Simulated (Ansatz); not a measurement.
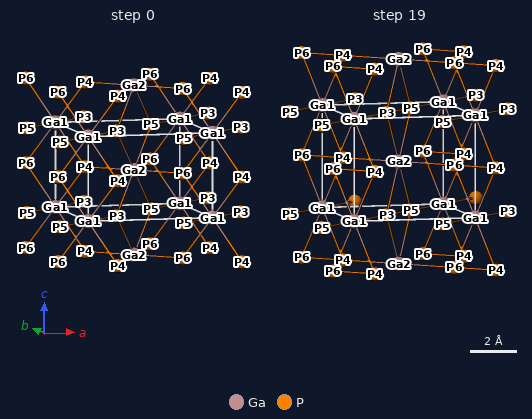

The structure of crystalline GaP2 (built on the rutile_136 type) before (left) and after (right) a relaxation, at one scale.

A ball-and-stick model of the cell of the calculation, seen slightly off an axis.

Case: rutile type (P4_2/mnm, No. 136).

Theory: DFT PBE, scalar-relativistic, plane waves, PAW in Ansatz 0.2.0.

Input file:
```yaml
crystal:
  lattice:
    - [5.6865955144, 0.0, 0.0]
    - [0.0, 5.6865955144, 0.0]
    - [0.0, 0.0, 3.771715479]
  atoms:
    - { symbol: Ga, position: [0.0, 0.0, 0.0] }
    - { symbol: Ga, position: [0.5, 0.5, 0.5] }
    - { symbol: P, position: [0.3108008172, 0.3108008172, 0.0] }
    - { symbol: P, position: [0.1891991828, 0.8108008172, 0.5] }
    - { symbol: P, position: [0.6891991828, 0.6891991828, 0.0] }
    - { symbol: P, position: [0.8108008172, 0.1891991828, 0.5] }
basis:
  ecutwfc: 420
kpoints:
  mp_grid: { grid: [8, 8, 10] }
hamiltonian:
  xc: pbe
scf:
  occupations: { method: gaussian, width: 0.1 }
output:
  forces: true
  stress: true
  eigenvalues: true
relax:
  adjacent_minimum: "off"
  f_tol: 0.01
  max_steps: 80
  cell: { stress_tol: 0.05 }
```

Launched with:
```bash
ansatz run input.yaml --threads 1 --pin off --max-ram 2560MiB --backend cpu --events-out ev --progress --plain --runs-dir out
```

What changed between the two?

Answer. Over 16 accepted moves (19 points after the start) the energy falls by 81.0 meV per atom. The largest force component goes from 0.054 to 0.0022 eV/Å. Pressure: 0.14 GPa at the start and 0.00 GPa at the end. The line search rejected the trial step at point 10 of the run. The SCF was repeated twice at an unchanged geometry on a basis and grid sized afresh for the cell, which shifted the energy by 7.9 meV per atom at most. The largest moves relative to the cell, 0.42 Å, are those of P3, P4, P5 and P6. P4 goes along [−1 1 0]. Ga stays in place. Cell: a = b 5.687 → 5.534 Å (−2.7 %), c 3.772 → 4.556 Å (+20.8 %). Volume +14.4 %. Among the contacts that change: P3–P5 3.043 → 2.121 Å, Ga1–P3 2.499 → 2.853 Å, Ga1–P4 2.423 → 2.513 Å. New bonds form: P3–P5 (3.04 → 2.12 Å), P4–P6 (3.04 → 2.12 Å). Among the angles between lasting bonds that change: P4–Ga1–P4 102.2° → 130.1°, Ga2–P3–Ga2 102.2° → 130.1°, Ga1–P3–Ga2 128.9° → 115.0°. The space group stays P4_2/mnm (No. 136). The run took 7.9 min on 1 thread of Arm Neoverse V1, on a shared host, peak memory 0.56 GiB.
